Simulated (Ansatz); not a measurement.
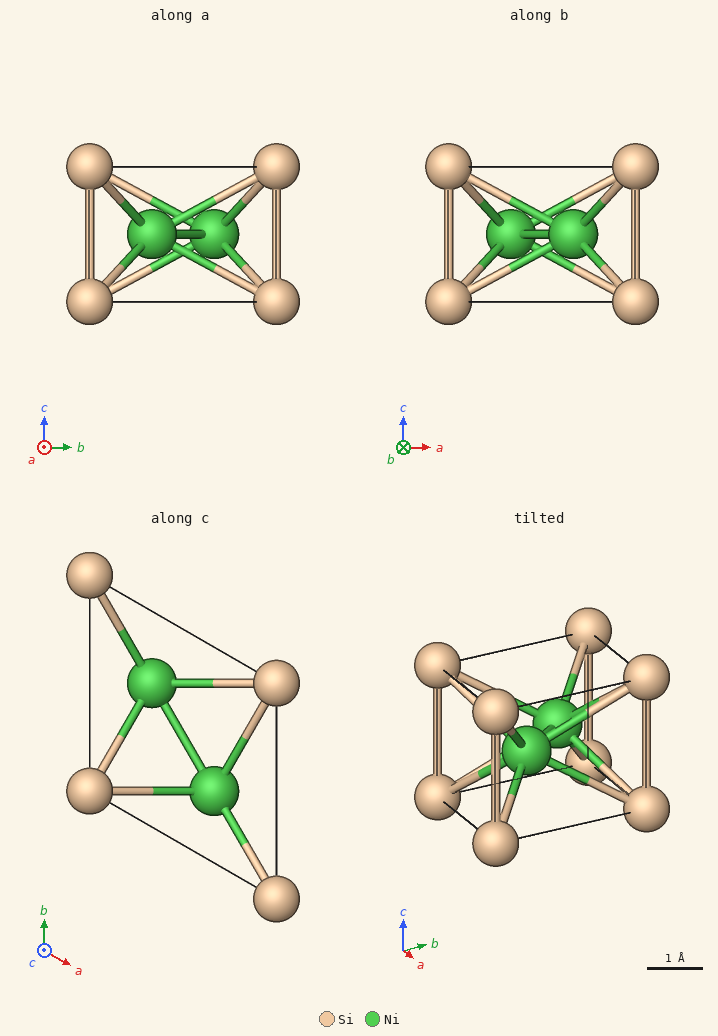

A ball-and-stick rendering, viewed along the a axis, along the b axis, along the c axis and slightly off an axis. The conventional unit cell is outlined; an atom on or near a face, edge or corner is repeated at each equivalent position.

Lattice parameters: a = 3.967 Å, b = 3.967 Å, c = 2.483 Å, α = 90.00°, β = 90.00°, γ = 120.00°. Put a along x and b in the xy plane.

Q: Write down what is shown as a POSCAR file.

A:
```
Si Ni
1.0
     3.967    0.000    0.000
    -1.983    3.435    0.000
     0.000    0.000    2.483
Si Ni
1 2
Direct
  0.0000 0.0000 0.0000
  0.3333 0.6667 0.5000
  0.6667 0.3333 0.5000
```

The structure was taken from a structure type filled with these elements by a generator (whether the compound takes this form wasn't checked). This is the structure after a relaxation with Ansatz 0.2.0, DFT PBE, scalar-relativistic, plane waves, PAW.
